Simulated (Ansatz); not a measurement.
## Electronic structure of Cs$_{4}$Br in real space

```
CELL_PARAMETERS angstrom
7.55815 0.00000 0.00000
0.00000 7.55815 0.00000
0.00000 0.00000 7.55815
ATOMIC_POSITIONS crystal
Cs 0.50000 0.00000 0.00000
Cs 0.00000 0.50000 0.00000
Cs 0.00000 0.00000 0.50000
Cs 0.50000 0.50000 0.50000
Br 0.00000 0.00000 0.00000
```

Space group Pm-3m; a structure generated by program, which may or may not match a known phase; computed without spin polarisation.

These are results of Ansatz 0.2.0, DFT PBE, scalar-relativistic, plane waves, PAW, not measurements.

Core electrons are frozen (PAW), and the valence fields are smoothed inside the atomic spheres.

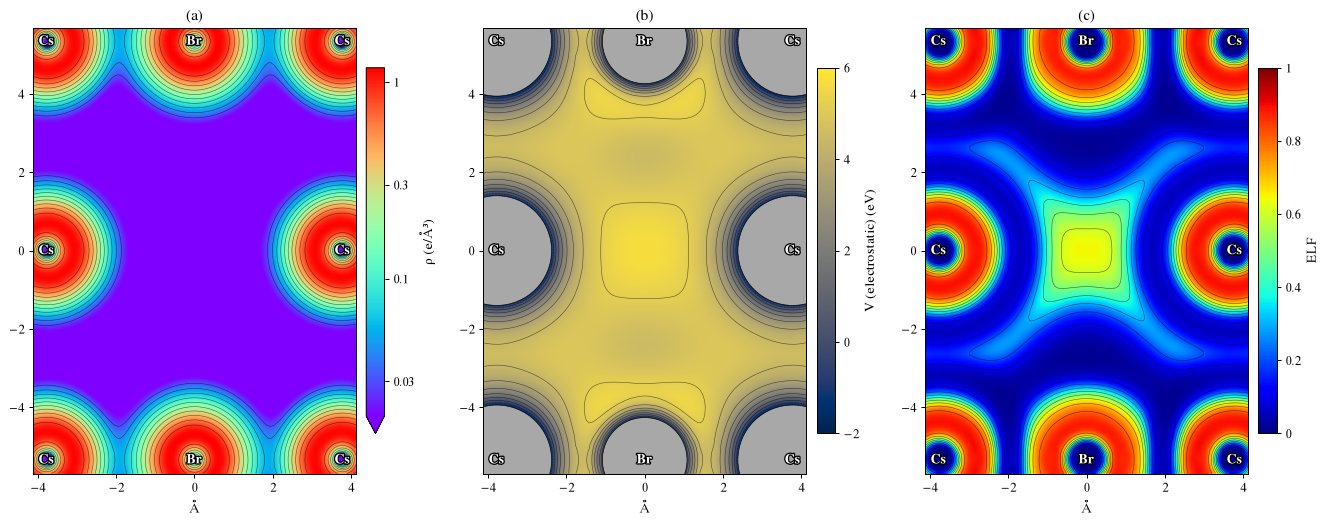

Figure 1. (a) valence charge density (pseudo); (b) electrostatic potential energy of an electron; (c) ELF on the (011) plane of the conventional cell. Grey discs cover the atomic cores in the potential map.

What do the fields say about this system?

Atoms in the plane: Cs and Br. Cs–Br (3.78 Å): the density is about 0.06 e/Å³ at the midpoint; the ELF is about 0.05 at the midpoint: no shared electron pair shows on this line. Between the atoms the lowest density in this plane is 0.008 e/Å³. The features right at Cs lie inside the PAW spheres, where the map follows smoothed inner orbitals and isn't to be read closely. Outside the cores the potential energy rises away from the atoms and is highest about 3.8 Å from the nearest atoms; its zero is arbitrary.

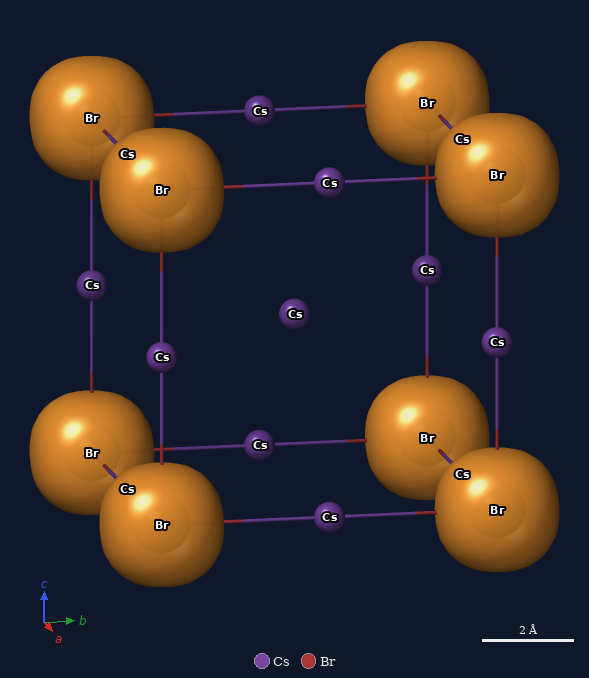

Figure 2. Isosurface of the electron localisation function at 0.7 (orange), seen slightly off an axis. Core shells and regions of very low density are left out. Sticks mark near contacts.

Where are the electrons localised?

The ELF exceeds this value in one region wrapped around Br (its valence shell), counted in one cell of 5 atoms. Regions shared between cells count once.

Metal or insulator at this level of theory?

It is gapless in this calculation (a metal or semimetal).
